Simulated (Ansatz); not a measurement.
# Single-point calculation, with input and output: WSe

WSe (Pm-3m, 2 atoms in the cell), computed with DFT PBE+U, scalar-relativistic, plane waves, PAW, Ueff = 6.2 eV on W d, spin-polarised (Ansatz 0.2.0).

The structure was built on a prototype by a generator; it need not be a known phase. It belongs to a series of runs on one base structure; here: volume fm: 1.18 V/V0. Figures and captions count atoms from 1; the log counts them from 0 in places.

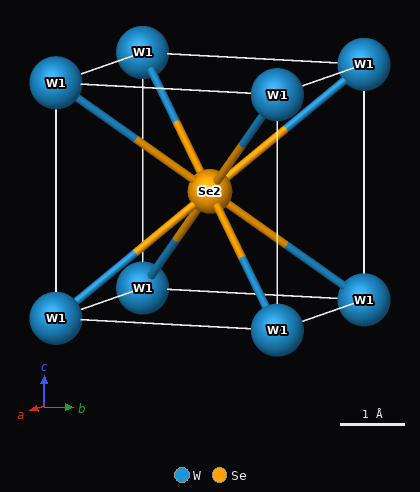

Fig. 1: The structure (ball-and-stick view of the cell of the calculation, seen slightly off an axis; atoms are numbered from 1 in the order of the input). An atom can appear more than once, as a periodic image. Near neighbours in the periodic cell (some may lie outside the picture): W has 8 Se at 3.25 Å; Se has 8 W at 3.25 Å.

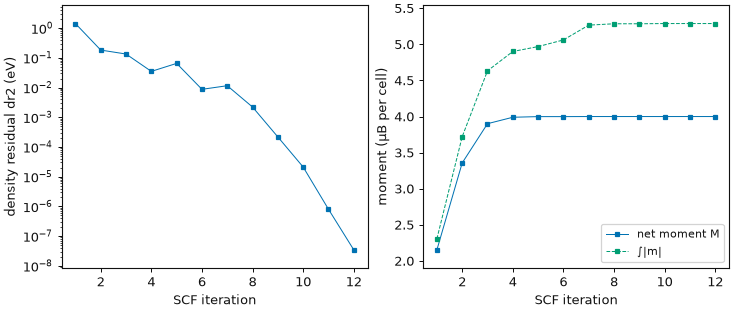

Fig. 2: Convergence of the self-consistent field: density residual dr2 and magnetic moment against the SCF iteration. The residual falls almost steadily, with no more than small rises. The net moment goes from 2.2 to 4.0 μB per cell.

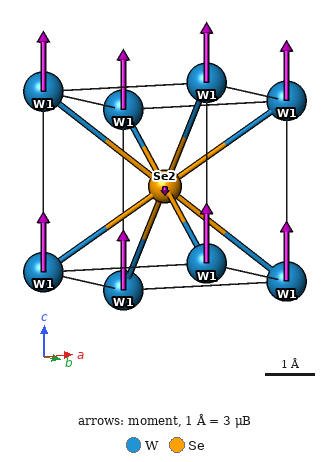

Fig. 3: Magnetic moments of the sites as pink arrows (ball-and-stick view of the cell of the calculation, seen at an oblique angle; atoms are numbered from 1 in the order of the input); small moments hardly show. The run is collinear, so the axis drawn is arbitrary. Site moments: W1 (3.81 μB); Se2 (−0.61 μB). They are counted near the atoms and needn't add up to the moment of the cell.

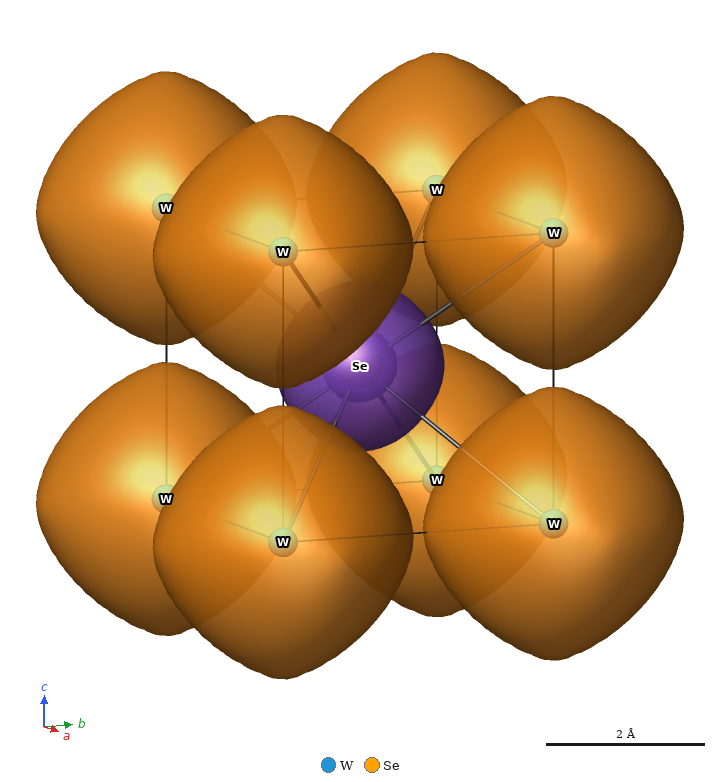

Fig. 4: Isosurfaces of the magnetisation density (up minus down) at +0.06 (orange) and −0.06 e/Å³ (purple), seen slightly off an axis. Sticks mark near contacts. The outline is the cell set on symmetry axes of the magnetic structure. The cell of the calculation (2 atoms) carries 4.0 μB net. Core electrons are frozen (PAW), so the fields are smoothed inside the atomic spheres.

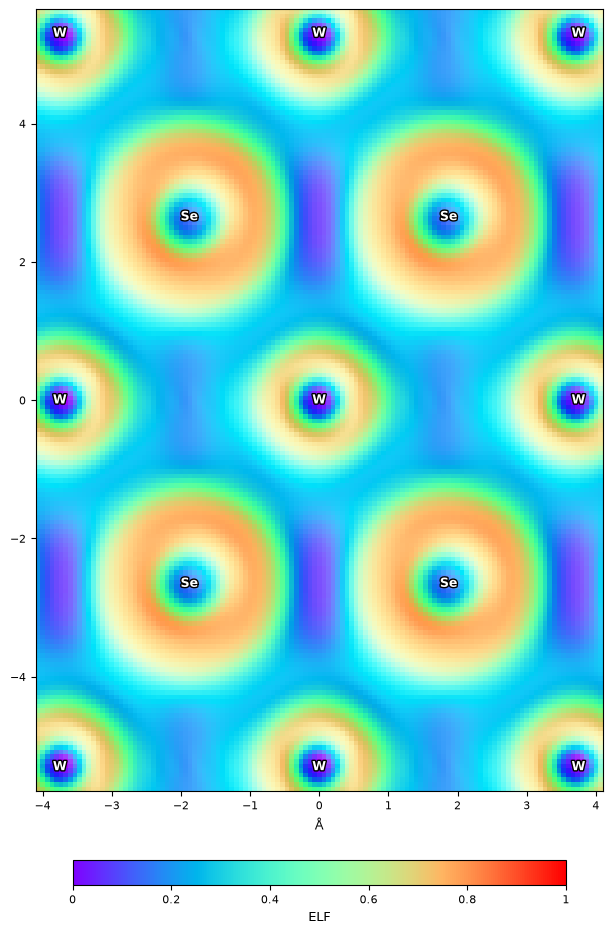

Fig. 5: ELF on the (101̄) plane of the conventional cell of the magnetic structure. Atoms in the plane: W and Se. W–Se (3.25 Å): the ELF peaks at about 0.80 in the valence shell of Se, 0.9 Å from its nucleus, and drops to about 0.25 between the two atoms. The strong features right at W lie inside the PAW spheres (semicore, d or f shells) and say nothing about bonding.

The input and output of the run follow.

## Input file
```yaml
crystal:
  lattice:
    - [3.7499585308, 0.0, 0.0]
    - [0.0, 3.7499585308, 0.0]
    - [0.0, 0.0, 3.7499585308]
  atoms:
    - { symbol: W, position: [0.0, 0.0, 0.0], spin: 1.0 }
    - { symbol: Se, position: [0.5, 0.5, 0.5] }
basis:
  ecutwfc: 420
kpoints:
  mp_grid: { grid: [12, 12, 12] }
hamiltonian:
  xc: pbe
  hubbard: { sites: [{ species: W, l: d, u_eff: 6.2 }] }
scf:
  occupations: { method: gaussian, width: 0.1 }
output:
  forces: true
  stress: true
  eigenvalues: true
  populations: true
  write_density: true
  write_potential: true
  elf: true
  volumetric_format: npy
magnetization:
  spin_polarized: true
```

Run as:
```bash
ansatz run input.yaml --threads 1 --pin off --max-ram 2560MiB --backend cpu --events-out ev --progress --plain --runs-dir out
```

## Log
```
W: projections on atomic orbitals take those of the free atom [Kr 4d10 4f14] 5s2 5p6 5d4 6s2, of charge +0.00 (hamiltonian.pseudopotentials.projection_atoms); the dataset's partial waves leave at most 6.5e-5 of an orbital's norm unspanned inside its sphere
Se: projections on atomic orbitals take those of the free atom [Ar] 3d10 4s2 4p4, of charge +0.00 (hamiltonian.pseudopotentials.projection_atoms); the dataset's partial waves leave at most 2.3e-6 of an orbital's norm unspanned inside its sphere
Engine: ansatz 0.2.0, x86_64-unknown-linux-gnu
Pseudopotentials: kind: paw
Pseudopotential: W, paw, valence charge 14, recommended cutoff 420 eV (normal), W.paw.azcp
Pseudopotential: Se, paw, valence charge 16, recommended cutoff 420 eV (normal), Se.paw.azcp
Functional definition: PBE
  parameter kappa = 0.804
  parameter beta = 0.06672455060314922
  exchange = pbe_x(kappa = kappa, mu = beta*pi^2/3)
  correlation = pbe_c(beta = beta)
Crystal: 2 atoms, lattice volume = 52.733 Å³
Basis set: ecut = 420 eV, 1021 PW (Γ), exchange–correlation on 54×54×54 points (8 copies of the dense FFT grid, shifted against one another)
Bands: 20, of which v1, the nominal top of the filled ones, is band 15 counted from 1 (14 counted from 0)
Symmetry: 48 space group operations
Space group: Pm-3m (ITA 221), of the structure as read, at distance tolerance 3.7e-5 Å
Magnetic group: BNS 221.92 (UNI 1594), of the structure as read, at distance tolerance 3.7e-5 Å
k-points: 84 of 1728
Non-local potential: W, projectors of the file, l = 0: 3, l = 1: 2, l = 2: 2, l = 3: 1
Non-local potential: Se, projectors of the file, l = 0: 2, l = 1: 2, l = 2: 3, l = 3: 1
PAW form: soft (Blöchl's): semilocal exchange-correlation on the pseudo side does not see the compensation charge
PAW one-centre angular grid: W, 590 points (default); XC on 64 Gauss nodes
PAW one-centre angular grid: Se, 590 points (default); XC on 64 Gauss nodes
Initial density: superposition of atomic densities (chi_scale 0.1, normalization cell)
Starting moments: Σ|m| = 1 μB on 1 of 2 sites
Initial wavefunctions: pseudopotential atomic-orbital guess
Functional: x = pbe(κ = 0.804, μ = 0.2195149727645171), c = pbe(β = 0.06672455060314922)
SCF iter   1: F=—  HF=-15842.864221 eV  |F-HF|=—  |Δ(HF+E_count)|=         —  Δρ=3.69e-2 (↑1.62e-2 ↓3.69e-2)  dr2=1.42e0  dr2_m=2.61e-1  M=2.153 μB ∫|m|=2.306 μB  β_m=1.00  ethr=3.10e-3  ⟨swp⟩=5.7  Hψ=13796  notcnv=0
preconditioner: auto → Kerker (q_TF=auto, 2.484 Å⁻¹)  [metal: Δε(μ)=0.012 eV  Ē_g=6.725 eV  σ=0.100 eV  W_gap=0.07  n_scr=18 (ndim 8)  ℏωp=17.7 eV  f_vac=0.000  D(μ)=2.26/eV (n_scr^D=18)]
spin=Collinear: Kerker preconditioning applied to the charge; magnetization (m = ρ↑ − ρ↓) channel mixes plain (no charge-response kernel on spin).
SCF iter   2: F=—  HF=-15843.743483 eV  |F-HF|=—  |Δ(HF+E_count)|=   8.79e-1  Δρ=2.98e-2 (↑2.29e-2 ↓2.98e-2)  dr2=1.82e-1  dr2_m=3.20e-1  M=3.357 μB ∫|m|=3.721 μB  β_m=1.00  ethr=3.10e-3  ⟨swp⟩=2.0  Hψ=5421  notcnv=0  defer=81
SCF iter   3: F=—  HF=-15845.162539 eV  |F-HF|=—  |Δ(HF+E_count)|=    1.42e0  Δρ=2.16e-2 (↑2.16e-2 ↓1.25e-2)  dr2=1.34e-1  dr2_m=1.20e-1  M=3.901 μB ∫|m|=4.633 μB  β_m=1.00  ethr=6.07e-4  ⟨swp⟩=2.0  Hψ=5130  notcnv=0  defer=81
SCF iter   4: F=—  HF=-15846.122839 eV  |F-HF|=—  |Δ(HF+E_count)|=   9.60e-1  Δρ=5.87e-3 (↑5.87e-3 ↓5.29e-3)  dr2=3.49e-2  dr2_m=6.89e-3  M=3.990 μB ∫|m|=4.901 μB  β_m=1.00  ethr=4.47e-4  ⟨swp⟩=2.3  Hψ=6364  notcnv=0  defer=87
SCF iter   5: F=—  HF=-15846.638145 eV  |F-HF|=—  |Δ(HF+E_count)|=   5.15e-1  Δρ=4.52e-3 (↑4.52e-3 ↓3.98e-3)  dr2=6.48e-2  dr2_m=1.47e-3  M=3.999 μB ∫|m|=4.969 μB  β_m=0.30  ethr=1.16e-4  ⟨swp⟩=2.2  Hψ=6903  notcnv=0  defer=99
Mixer restart at iter 5: flushing history
spin-set hold released at iteration 5 (site moments contracting): the magnetisation degrees of freedom join the quasi-Newton model from the next iteration; the mixer history was flushed
SCF iter   6: F=—  HF=-15846.879457 eV  |F-HF|=—  |Δ(HF+E_count)|=   2.41e-1  Δρ=3.24e-3 (↑1.80e-3 ↓3.24e-3)  dr2=8.69e-3  dr2_m=1.92e-3  M=3.999 μB ∫|m|=5.061 μB  β_m=0.65  ethr=1.16e-4  ⟨swp⟩=1.4  Hψ=3954  notcnv=0  defer=99
SCF iter   7: F=—  HF=-15847.195018 eV  |F-HF|=—  |Δ(HF+E_count)|=   3.16e-1  Δρ=3.14e-3 (↑3.14e-3 ↓1.11e-3)  dr2=1.15e-2  dr2_m=1.42e-3  M=4.000 μB ∫|m|=5.266 μB  β_m=0.76  ethr=2.90e-5  ⟨swp⟩=2.3  Hψ=6793  notcnv=0  defer=100
SCF iter   8: F=—  HF=-15847.195650 eV  |F-HF|=—  |Δ(HF+E_count)|=   6.32e-4  Δρ=9.33e-4 (↑9.33e-4 ↓6.78e-4)  dr2=2.20e-3  dr2_m=9.55e-5  M=4.000 μB ∫|m|=5.285 μB  β_m=0.72  ethr=2.90e-5  ⟨swp⟩=2.0  Hψ=6095  notcnv=0  defer=96
SCF iter   9: F=—  HF=-15847.195067 eV  |F-HF|=—  |Δ(HF+E_count)|=   5.84e-4  Δρ=4.37e-4 (↑3.52e-4 ↓4.37e-4)  dr2=2.17e-4  dr2_m=3.02e-5  M=4.000 μB ∫|m|=5.285 μB  β_m=0.86  ethr=7.32e-6  ⟨swp⟩=2.0  Hψ=5630  notcnv=0  defer=97
SCF iter  10: F=—  HF=-15847.195191 eV  |F-HF|=—  |Δ(HF+E_count)|=   1.25e-4  Δρ=1.35e-4 (↑1.35e-4 ↓7.40e-5)  dr2=2.11e-5  dr2_m=1.73e-6  M=4.000 μB ∫|m|=5.288 μB  β_m=0.93  ethr=7.22e-7  ⟨swp⟩=2.0  Hψ=4275  notcnv=0  defer=97
SCF iter  11: F=—  HF=-15847.195200 eV  |F-HF|=—  |Δ(HF+E_count)|=   8.90e-6  Δρ=2.13e-5 (↑2.13e-5 ↓1.93e-5)  dr2=8.02e-7  dr2_m=3.34e-8  M=4.000 μB ∫|m|=5.288 μB  β_m=0.96  ethr=7.04e-8  ⟨swp⟩=2.0  Hψ=4513  notcnv=0  defer=102
SCF iter  12: F=-15847.195201 eV  HF=-15847.195201 eV  |F-HF|=1.62e-8  |Δ(HF+E_count)|=   5.34e-7  Δρ=4.00e-6 (↑3.75e-6 ↓4.00e-6)  dr2=3.44e-8  dr2_m=7.35e-10  M=4.000 μB ∫|m|=5.288 μB  ethr=3.33e-10  ⟨swp⟩=8.4  Hψ=20715  notcnv=0
SCF 1 converged in 12 iterations: F = -15847.195201 eV  dr2 = 3.44e-8
  greatest PAW one-centre occupation: 1.000 electrons in one spin orbital (limit 2), on the Se atom at site 1 (counted from 0), in its partial waves of l = 2
SCF converged after 12 iterations
Magnetization: 3.9998 μB (16.9999 up, 13.0001 down)
Absolute magnetization: 5.2595 μB (∫|ρ↑−ρ↓|, with the PAW one-centre terms)
Spin contamination: 0.4984 ħ² per cell (⟨S²⟩ above its minimum at these occupations)
Per-site moments (μB) at R_I (Å): [(3.8096491354278488, 1.3396182322095254), (-0.6073948140175045, 1.3396182322095254)]
Free energy (F): -15847.195201 eV
Harris-Foulkes:  -15847.195201 eV  (|F-HF|=1.62e-8)
Internal energy: -15847.192597 eV  (E = F + TS)
E sigma→0 (E₀):  -15847.193899 eV
Entropy (-TS):   -0.002604 eV (-1.302 meV/atom)
Fermi energy:    9.991843 eV
--- Per-component energies (eV) ---
  E_band       = -604.848293
  E_kinetic    = 566.223237
  E_local      = -3332.693201  (includes V_loc(G=0)·N_el)
  E_nonlocal   = -588.500976
  E_hartree    = 1502.125619
  E_xc         = -366.852325
  E_vxc        = -331.359232  (∫ρ·V_xc dr)
  E_hubbard    = 1.551008  (on-site DFT+U / exact-exchange correction)
  E_vhub       = -11.769584  (the Hubbard potential's part of the band-sum identity)
  E_paw        = -10476.974566  (= ΣΔE_a)
  E_vpaw       = 89.003207  (= ΣTr[D̂ρ^β])
  E_aug_tail   = -0.000651  (compensation charges beyond the density's cutoff)
  E_ewald      = -3152.070742
  E_smearing   = -0.002604  (= −TS)
  E_closure    = -0.000000  (closes the sum)
  Σ components = -15847.195201   (vs F -15847.195201, Δ=0.00e0)
--- Forces (eV/Å), atoms counted from 1 ---
  atom   1  W     -0.00000000     0.00000000    -0.00000000
  atom   2  Se    -0.00000000     0.00000000    -0.00000000
  max |Σ_I F_I| component: 4.60e-31 eV/Å
--- Stress (GPa, compression-positive) ---
       -7.834443      -0.000000      -0.000000
        0.000000      -7.834443       0.000000
        0.000000       0.000000      -7.834443
  P = ⅓ Tr σ = -7.8344 GPa (-78.344 kbar)
--- Band table (eV; the first three rows and the last of 168) ---
  k-point 0 ↑: bands = ["-63.6919", "-37.9019", "-37.9019", "-37.9019", "-37.9014", "-37.9014", "-28.2445", "-28.2445", "-28.2445", "-3.1812", "5.0741", "5.0741", "7.8700", "7.8700", "7.8700", "8.0408", "8.7661", "8.7661", "8.7661", "18.2587"]
  k-point 1 ↑: bands = ["-63.6919", "-37.9019", "-37.9019", "-37.9019", "-37.9014", "-37.9014", "-28.2469", "-28.2443", "-28.2443", "-3.1426", "5.0757", "5.0964", "7.4837", "7.6095", "7.6095", "7.8784", "9.0660", "9.0660", "9.4076", "18.0926"]
  k-point 2 ↑: bands = ["-63.6920", "-37.9019", "-37.9019", "-37.9019", "-37.9014", "-37.9012", "-28.2535", "-28.2439", "-28.2439", "-3.0332", "4.9468", "5.1583", "7.0168", "7.1863", "7.1863", "7.9014", "9.6062", "9.6062", "10.2558", "17.6745"]
  k-point 83 ↓: bands = ["-62.0644", "-37.9837", "-37.9837", "-37.9833", "-37.9833", "-37.9833", "-26.0542", "-26.0542", "-26.0542", "-2.4026", "6.5732", "6.5732", "6.5732", "13.5427", "13.5427", "13.5427", "15.1975", "16.5908", "16.5908", "16.5908"]
Occupation matrices written to [file]
--- Löwdin populations: 2 sites ---
  site symbol       q [e]    m [muB]
     0      W     13.4252     4.6845
     1     Se     16.4502    -0.7671
  spilling = 0.004155 (of n_electrons = 30.000000)
```

## File populations.tsv
```
# site	symbol	l	j	q_up	q_dn
# orbitals = lowdin
# n_electrons = 30.000000
# spilling = 0.004155
# projection_atom_W: [Kr 4d10 4f14] 5s2 5p6 5d4 6s2
# projection_atom_Se: [Ar] 3d10 4s2 4p4
0	W	0_5S	-	0.998643	0.998352
0	W	0_6S	-	0.429254	0.202226
0	W	1_5P	-	2.999448	2.999027
0	W	2_5D	-	4.627528	0.170725
1	Se	0_4S	-	0.989845	0.959536
1	Se	1_4P	-	1.851694	2.649202
1	Se	2_3D	-	4.999982	4.999901
```

## Results in brief

```json
{"quantity": "outcome", "value": "converged"}
{"quantity": "space group (tolerance 0.01 Å)", "value": "Pm-3m (221)"}
{"quantity": "electrons treated", "value": "30"}
{"quantity": "free energy", "value": "−15847.1952 eV"}
{"quantity": "Fermi energy", "value": "9.992 eV"}
{"quantity": "gap on the k-point mesh", "value": "none (metallic)"}
{"quantity": "net moment of the cell", "value": "4.00 μB"}
{"quantity": "integrated absolute moment", "value": "5.26 μB"}
{"quantity": "pressure", "value": "−7.83 GPa"}
{"quantity": "largest force (length of the vector)", "value": "under 0.001 eV/Å"}
{"quantity": "hardware", "value": "1 thread of Intel Xeon @ 2.50GHz (Skylake/Cascade Lake), 192 GiB of memory available, shared host"}
{"quantity": "wall time", "value": "23 s"}
{"quantity": "peak memory", "value": "0.54 GiB"}
```

The electronic state found may not be the lowest one. Spin–orbit coupling is left out, which matters for W. The cell is under a tension of 7.8 GPa at this level, so it is not at its equilibrium volume.
